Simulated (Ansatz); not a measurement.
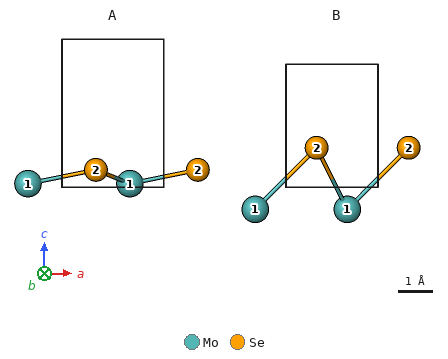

Two geometries of solid MoSe (a generated structure, set up in P3m1), drawn at one scale. One is the start of a relaxation, the other its converged end. Style: ball-and-stick. Shown: the cell of the calculation, along the b axis.

All numbers below come from Ansatz, Kohn-Sham DFT of a periodic cell, PBEsol with D3(BJ), Ansatz PAW. Set-up: plane-wave cutoff 420 eV; k-point mesh 9 × 9 × 6; occupations fermi-dirac; smearing width 0.05 eV; no spin polarisation; cell and atoms relaxed; force threshold 0.01 eV/Å; at most 40 steps.

Which one is relaxed?

Structure B is the relaxed one. The run lets cell and atoms move. After 15 accepted moves (16 points after the start) the energy has fallen by 6.482 eV per cell of the calculation. Largest force component: 5.9 eV/Å at the start, under 0.0001 eV/Å at the end. The pressure goes from 61.39 to −0.04 GPa. The SCF was repeated once at an unchanged geometry on a basis and grid sized afresh for the cell, which shifted the energy by 1.5 meV per cell of the calculation at most. The largest moves relative to the cell, 0.74 Å, are those of Mo1 and Se2. Mo1 goes along −c. By element the largest moves are Mo 0.74 Å, Se 0.74 Å. The drawn cell changes as follows: a = b 3.471 → 3.134 Å (−9.7 %), c 4.373 → 3.632 Å (−16.9 %); the volume changes by −32.3 %. Some distances before and after: Mo1–Se2 4.444 → 2.564 Å, Mo1–Se2 (another image) 2.045 → 2.564 Å, Se2–Se2 3.471 → 3.134 Å. New bonds form: Mo1–Se2 (4.44 → 2.56 Å). Bond angles that change, for instance: Mo1–Se2–Mo1 116.1° → 75.4°, Se2–Mo1–Se2 116.1° → 75.4°. The space group (tolerance 0.01 Å) goes from P3m1 (No. 156) to P-6m2 (No. 187). The run took 89 s on 2 threads of Intel(R) Xeon(R) Processor @ 2.50GHz (Skylake/Cascade Lake), on a shared host, peak memory 0.42 GiB.
